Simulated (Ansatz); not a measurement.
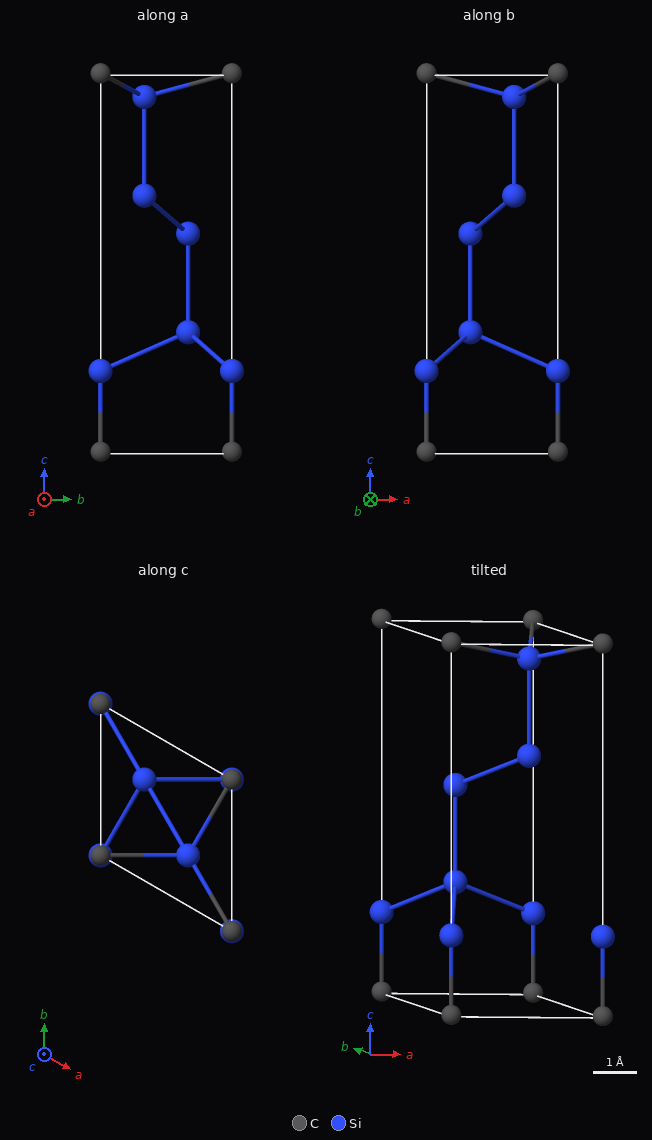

A ball-and-stick rendering, viewed along the a axis, along the b axis, along the c axis and slightly off an axis. Lines trace the edges of the conventional unit cell.

Lattice parameters: a = 3.5978 Å, b = 3.5978 Å, c = 8.9758 Å, α = 90.000°, β = 90.000°, γ = 120.000°.

Q: Give the structure in the form of a CIF with its space group and independent sites, with free fractional coordinates to two decimals.

A:
```cif
data_structure
_symmetry_space_group_name_H-M 'P 3 m 1'
_symmetry_Int_Tables_number 156
_cell_length_a 3.5978
_cell_length_b 3.5978
_cell_length_c 8.9758
_cell_angle_alpha 90.000
_cell_angle_beta 90.000
_cell_angle_gamma 120.000
_cell_volume 100.62
loop_
_atom_site_label
_atom_site_type_symbol
_atom_site_symmetry_multiplicity
_atom_site_Wyckoff_symbol
_atom_site_fract_x
_atom_site_fract_y
_atom_site_fract_z
_atom_site_occupancy
C1 C 1 a 0.00 0.00 0.01 1
Si1 Si 1 c 0.6667 0.3333 0.68 1
Si2 Si 1 b 0.3333 0.6667 0.32 1
Si3 Si 1 c 0.6667 0.3333 0.94 1
Si4 Si 1 b 0.3333 0.6667 0.58 1
Si5 Si 1 a 0.00 0.00 0.22 1
```

Provenance: a structure type filled with these elements by a generator (whether the compound takes this form wasn't checked). Earlier steps of the study, as a rule a relaxation of our own, may have changed the cell and positions, so they can lie some per cent off the listed ones. It went into a calculation with Ansatz.
